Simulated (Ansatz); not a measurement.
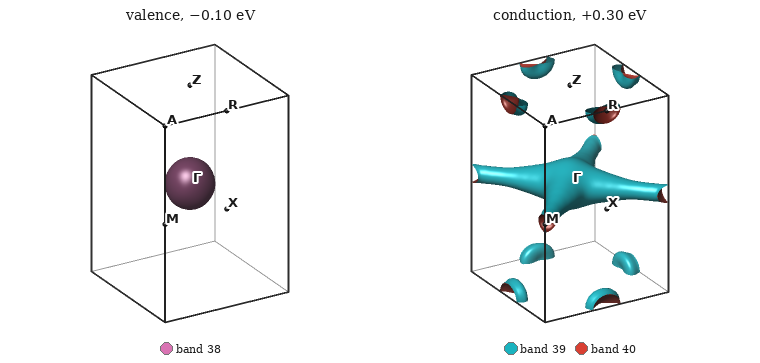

HfO2 in space group P4_2/mnm: constant-energy surfaces at both band edges (energies from each edge).

Level of theory: DFT PBE, scalar-relativistic, plane waves, PAW; levels and slopes on a dense k mesh at the converged density in Ansatz 0.2.0. No spin polarisation. k mesh for the levels: 20×20×30. Cell and positions as given, without relaxation (residual pressure 9 GPa). The cell comes from a database of computed structures, not from a measurement.

Masses come from a second pass at points close to the extrema; at the energies drawn a band may no longer be parabolic.

> Is the gap direct or indirect, and how large does the calculation make it?

The gap is direct, 4.04 eV at this level of theory, which underestimates gaps and can reorder valleys that lie close.

> Give the valleys and their effective masses.

Valence band (extrema up to 0.10 eV from the edge): one maximum at Γ, principal masses 2.02, 2.02 and 2.39 mₑ. Band 38 forms the valence edge.
Conduction band (extrema up to 0.30 eV from the edge): one minimum at Γ, principal masses 0.62, 0.80 and 0.80 mₑ; two equivalent minima at R, 0.22 eV above the edge, two bands meeting there; one minimum at M, 0.25 eV above the edge, two bands meeting there. Band 39 forms the conduction edge; band 40 begins 0.17 eV higher (at Γ).

Where one band's surface lies inside another's, the outer one hides all or part of it.

Spin-orbit coupling, left out here, can change the gap, its kind, the place of the band edges and the masses, since the compound holds Hf.

The run (self-consistency and the dense mesh) took 43 s on 2 threads of Intel(R) Xeon(R) 6975P-C (Granite Rapids), on a shared host, peak memory 1.6 GiB.
